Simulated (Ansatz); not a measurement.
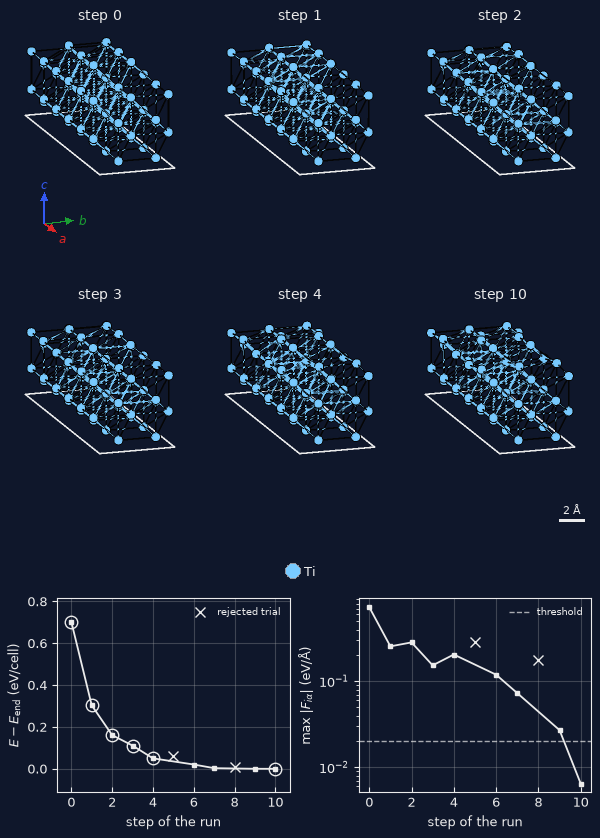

Frames of a constrained relaxation of a slab of composition Ti (cut from the Im-3m phase), marked on the history of the run. Style: ball-and-stick. Shown: the 1 × 2 repeat of the cell, outlined in the plane, without the vacuum (origin shifted), slightly off an axis.

Case: stripe over 3 of 6 cells, two steps. 12 atoms are held fixed.

Method: Ansatz, DFT PBE, scalar-relativistic, plane waves, PAW. Set-up: plane-wave cutoff 420 eV; k-point mesh 2 × 10 × 1; occupations gaussian; smearing width 0.1 eV; no spin polarisation; dipole correction; atoms relaxed in a fixed cell; force threshold 0.02 eV/Å; at most 45 steps.

Question: What happens along the run?

Answer: A Ti atom moves most: 0.51 Å along the normal (−c). The cell doesn't change. Among the contacts that change: Ti–Ti 3.256 → 2.836 Å, Ti–Ti 3.256 → 2.881 Å, Ti–Ti 3.256 → 3.523 Å, Ti–Ti 3.256 → 3.016 Å. Over 8 accepted moves (10 points after the start) the energy falls by 0.703 eV per cell of the calculation. Largest force component: 0.73 eV/Å at the start, 0.0065 eV/Å at the end. The line search rejected the trial steps at points 5, 8 of the run. From step 0 to 1: Ti atoms move most (0.19 Å), energy −0.399 eV per cell of the calculation. From step 1 to 2: Ti atoms move most (0.19 Å), energy −0.142 eV per cell of the calculation. From step 2 to 3: Ti atoms move most (0.08 Å), energy −50.1 meV per cell of the calculation. From step 3 to 4: a Ti atom moves most (0.17 Å), energy −61.0 meV per cell of the calculation. From step 4 to 10: Ti atoms move most (0.09 Å), energy −50.1 meV per cell of the calculation.

| step | E − E(0), meV/atom | largest force component, eV/Å | note |
| --- | --- | --- | --- |
| 0 | 0.00 | 0.7295 |  |
| 1 | -14.79 | 0.2549 |  |
| 2 | -20.06 | 0.2833 |  |
| 3 | -21.92 | 0.1533 |  |
| 4 | -24.18 | 0.2049 |  |
| 5 | -23.84 | 0.2835 | rejected |
| 6 | -25.27 | 0.1194 |  |
| 7 | -25.92 | 0.0729 |  |
| 8 | -25.73 | 0.1791 | rejected |
| 9 | -26.02 | 0.0271 |  |
| 10 | -26.03 | 0.0065 |  |
